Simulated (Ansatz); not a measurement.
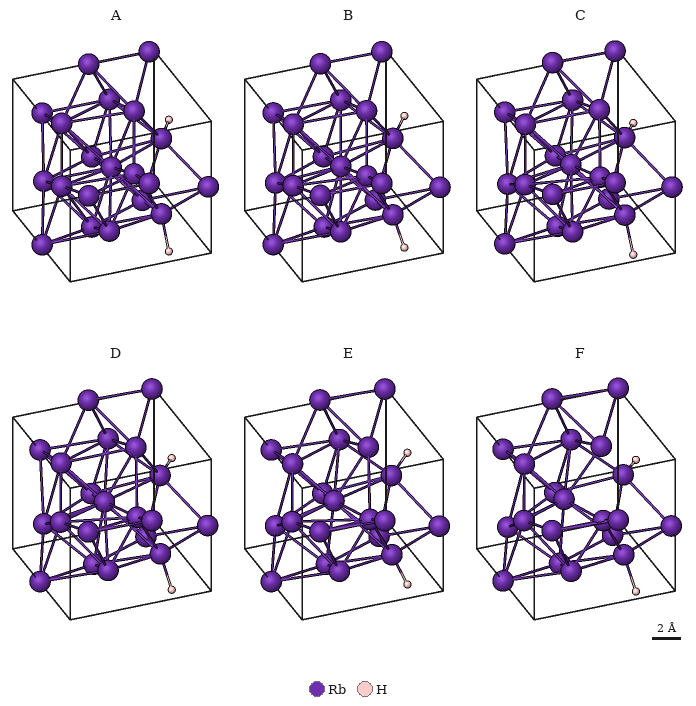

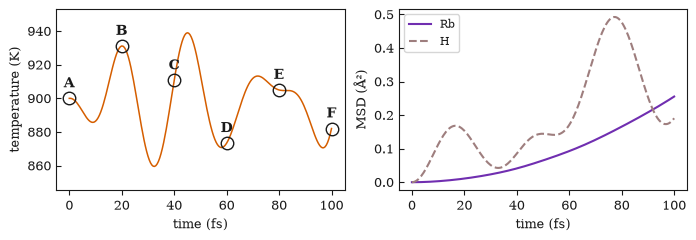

Molecular dynamics of Rb with an interstitial H (17 atoms in the cell), 100 fs long. Frames (A at 0 fs, B at 20 fs, C at 40 fs, D at 60 fs, E at 80 fs, F at 100 fs) and the history of the run. Style: ball-and-stick. Shown: the simulation cell, from a free direction. Bonds to atoms that aren't drawn are left out.

Computed with Ansatz, DFT PBE, scalar-relativistic, plane waves, PAW. Run with plane-wave cutoff 420 eV; k-point mesh 1 × 1 × 1; Fermi-Dirac smearing 0.1 eV; Nosé-Hoover thermostat (NVT); set temperature 900 K; time step 0.5 fs; thermostat time 5.0 fs.

The input:
```yaml
crystal:
  lattice:
    - [11.18, 0.0, 0.0]
    - [0.0, 11.18, 0.0]
    - [0.0, 0.0, 11.18]
  atoms:
    - { symbol: Rb, position: [0.00452098, 0.03626936, -0.00019052] }
    - { symbol: Rb, position: [0.48179902, -0.01195753, -0.00051532] }
    - { symbol: Rb, position: [0.00461341, 0.46387198, -0.0001817] }
    - { symbol: Rb, position: [-0.01149881, 0.01614264, 0.49983539] }
    - { symbol: Rb, position: [0.26781131, 0.24991682, 0.26110727] }
    - { symbol: Rb, position: [0.48189566, 0.51174844, -0.00051633] }
    - { symbol: Rb, position: [0.51254726, -0.01129079, 0.49985875] }
    - { symbol: Rb, position: [0.7450982, 0.24997414, 0.21404361] }
    - { symbol: Rb, position: [-0.01151986, 0.48371922, 0.49983727] }
    - { symbol: Rb, position: [0.23717969, 0.74998122, 0.26059441] }
    - { symbol: Rb, position: [0.26837555, 0.24991775, 0.73760594] }
    - { symbol: Rb, position: [0.51258384, 0.51112508, 0.49985952] }
    - { symbol: Rb, position: [0.76150626, 0.74997562, 0.23340556] }
    - { symbol: Rb, position: [0.74560579, 0.24996501, 0.78676292] }
    - { symbol: Rb, position: [0.23739788, 0.74998053, 0.73837372] }
    - { symbol: Rb, position: [0.76137443, 0.74997373, 0.76572495] }
    - { symbol: H, position: [0.87480678, 0.2498929, -0.00067444] }
basis:
  ecutwfc: 420.0
kpoints:
  mp_grid: { grid: [1, 1, 1] }
hamiltonian:
  xc: pbe
scf:
  occupations: { method: fermi_dirac, width: 0.1 }
  lower_state_search: "off"
  max_iter: 90
md:
  timestep: 0.5
  n_steps: 200
  ensemble: nvt_nose_hoover
  temperature: 900.0
  initial_velocities: maxwell_boltzmann
  seed: 224382
  nose_hoover: { tau: 5.0, chain_length: 1 }
```

Run as
```bash
ansatz run input.yaml --threads 2 --pin off --max-ram 5120MiB --backend cpu --events-out ev --progress --plain --runs-dir out
```

Describe the run.

Answer. The mean temperature in the second half is 894 K (standard deviation 15 K). The potential energy is still drifting at the end, so the run hasn't reached equilibrium. The potential energy in the second half lies on average 28.6 meV per atom above the first frame. Root-mean-square distances from the starting positions over the second half, with the common drift of all atoms taken out: H 0.54 Å, Rb 0.39 Å. The run lasts only 100 fs, too short to tell vibration from diffusion. The thermostat's time constant is so short that it disturbs the motion.
